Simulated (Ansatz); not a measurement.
**Sr: 5 runs along one coordinate**

System: Sr (P6₃/mmc, 2 atoms in the cell).
Method: DFT PBEsol, scalar-relativistic, plane waves, PAW, no spin polarisation (Ansatz 0.2.0).

The 5 runs differ only in the geometry, by a strain of the cell at fixed fractional positions. Against run 3, the strain is εzz = η. The structure derives from an entry of the Crystallography Open Database.

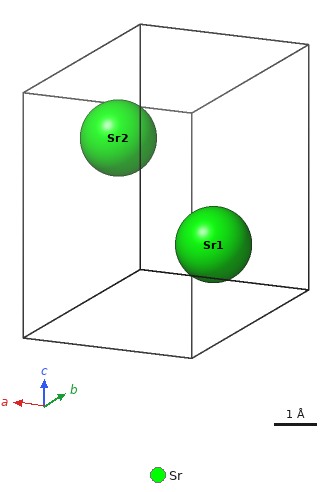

Figure 1. The structure of run 3 (spheres-only view of the cell of the calculation, seen at an oblique angle; atoms are numbered from 1 in the order of the input).

## Input of run 3
```yaml
crystal:
  lattice:
    - [4.1807002141, 0.0, 0.0]
    - [-2.0903501071, 3.620592591, 0.0]
    - [0.0, 0.0, 7.05]
  atoms:
    - { symbol: Sr, position: [0.3333333333, 0.6666666667, 0.25] }
    - { symbol: Sr, position: [0.6666666667, 0.3333333333, 0.75] }
basis:
  ecutwfc: 420
kpoints:
  mp_grid: { grid: [15, 15, 8] }
hamiltonian:
  xc: pbesol
scf:
  occupations: { method: gaussian, width: 0.15 }
output:
  forces: true
  stress: true
  eigenvalues: true
```

Lattice vectors (Å) and fractional positions of run 3:
```
   4.180700    0.000000    0.000000
  -2.090350    3.620593    0.000000
   0.000000    0.000000    7.050000
Sr  0.333333  0.666667  0.250000
Sr  0.666667  0.333333  0.750000
```

Run 4 differs from it as follows:
```diff
-    - [0.0, 0.0, 7.05]
+    - [0.0, 0.0, 7.15575]
```

## Results, with one run withheld

| run | strain parameter η (%) | free energy per atom, from the lowest run given (meV) | pressure (GPa) |
| --- | --- | --- | --- |
| 1 | −3.0000 | 0.00 | 0.14 |
| 2 | −1.5000 | 0.10 | −0.05 |
| 3 | 0.0000 | 2.26 | −0.22 |
| 4 | 1.5000 | ? | ? |
| 5 | 3.0000 | 12.30 | −0.52 |

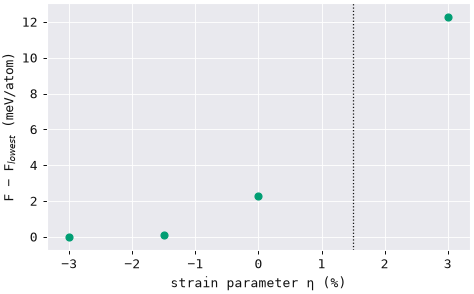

Figure 2. Free energy per atom of the runs given; the dotted line marks run 4.

Fit the runs given and predict run 4.

A quadratic polynomial in the coordinate, fitted to the 4 runs given, misses them by at most 0.03 meV per atom. With x = η + 0.3750, it reads F = 1.5262 + 1.7269 x + 0.43455 x² (meV per atom). At run 4 it gives 6.29 meV per atom, and the run itself gives 6.37. The fit has its minimum at η = −2.3620 %.

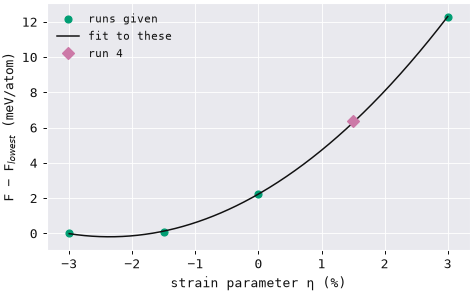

Figure 3. The fit and the withheld run.

## Output, shortened to warnings, some set-up lines, iterations and results (run 4)
```
Basis set: ecut = 420 eV, 2057 PW (Γ), exchange–correlation on 60×60×96 points (8 copies of the dense FFT grid, shifted against one another)
Symmetry: 24 space group operations
k-points: 135 of 1800
Initial density: superposition of atomic densities (neutral atoms: chi_scale 0, normalization atom), corrected by the library's trained network
[...]
SCF iter   1: F=—  HF=-6984.419460 eV  |F-HF|=—  |Δ(HF+E_count)|=         —  Δρ=2.01e-3  dr2=8.07e-3  ethr=1.77e-3  ⟨swp⟩=8.6  Hψ=13735  notcnv=0
SCF iter   2: F=—  HF=-6984.419494 eV  |F-HF|=—  |Δ(HF+E_count)|=   3.36e-5  Δρ=1.27e-3  dr2=4.11e-3  ethr=4.04e-5  ⟨swp⟩=2.2  Hψ=3787  notcnv=0
SCF iter   3: F=—  HF=-6984.418663 eV  |F-HF|=—  |Δ(HF+E_count)|=   8.31e-4  Δρ=2.52e-4  dr2=1.55e-4  ethr=2.06e-5  ⟨swp⟩=1.1  Hψ=1908  notcnv=0
SCF iter   4: F=—  HF=-6984.418635 eV  |F-HF|=—  |Δ(HF+E_count)|=   2.83e-5  Δρ=5.69e-5  dr2=2.47e-6  ethr=7.77e-7  ⟨swp⟩=2.3  Hψ=2399  notcnv=0
SCF iter   5: F=—  HF=-6984.418633 eV  |F-HF|=—  |Δ(HF+E_count)|=   1.66e-6  Δρ=1.13e-5  dr2=2.09e-7  ethr=1.24e-8  ⟨swp⟩=2.8  Hψ=3440  notcnv=0
SCF iter   6: F=-6984.418633 eV  HF=-6984.418633 eV  |F-HF|=1.93e-9  |Δ(HF+E_count)|=   2.36e-8  Δρ=3.37e-6  dr2=1.00e-8  ethr=5.00e-10  ⟨swp⟩=7.0  Hψ=10406  notcnv=0
SCF 1 converged in 6 iterations: F = -6984.418633 eV  dr2 = 1.00e-8
SCF converged after 6 iterations
Free energy (F): -6984.418633 eV
Harris-Foulkes:  -6984.418633 eV  (|F-HF|=1.93e-9)
Internal energy: -6984.390698 eV  (E = F + TS)
E sigma→0 (E₀):  -6984.404666 eV
Entropy (-TS):   -0.027935 eV (-13.968 meV/atom)
Fermi energy:    5.085068 eV
--- Per-component energies (eV) ---
  E_band       = -270.860958
  E_kinetic    = 482.865308
  E_local      = -1536.690254  (includes V_loc(G=0)·N_el)
  E_nonlocal   = 408.649712
  E_hartree    = 387.425045
  E_xc         = -338.857364
  E_vxc        = -317.078828  (∫ρ·V_xc dr)
  E_paw        = -5289.156000  (= ΣΔE_a)
  E_vpaw       = -83.458843  (= ΣTr[D̂ρ^β])
  E_aug_tail   = -0.000003  (compensation charges beyond the density's cutoff)
  E_ewald      = -1098.895838
  E_core_change = 0.268695  (= ΣΔE_core)
  E_smearing   = -0.027935  (= −TS)
  E_closure    = 0.000000  (closes the sum)
  Σ components = -6984.418633   (vs F -6984.418633, Δ=0.00e0)
--- Forces (eV/Å), atoms counted from 1 ---
  atom   1  Sr     0.00000000    -0.00000000     0.00000000
  atom   2  Sr    -0.00000000     0.00000000    -0.00000000
  max |Σ_I F_I| component: 9.25e-18 eV/Å
--- Stress (GPa, compression-positive) ---
       -0.060361       0.000000      -0.000000
       -0.000000      -0.060361       0.000000
       -0.000000       0.000000      -1.008747
  P = ⅓ Tr σ = -0.3765 GPa (-3.765 kbar)
```
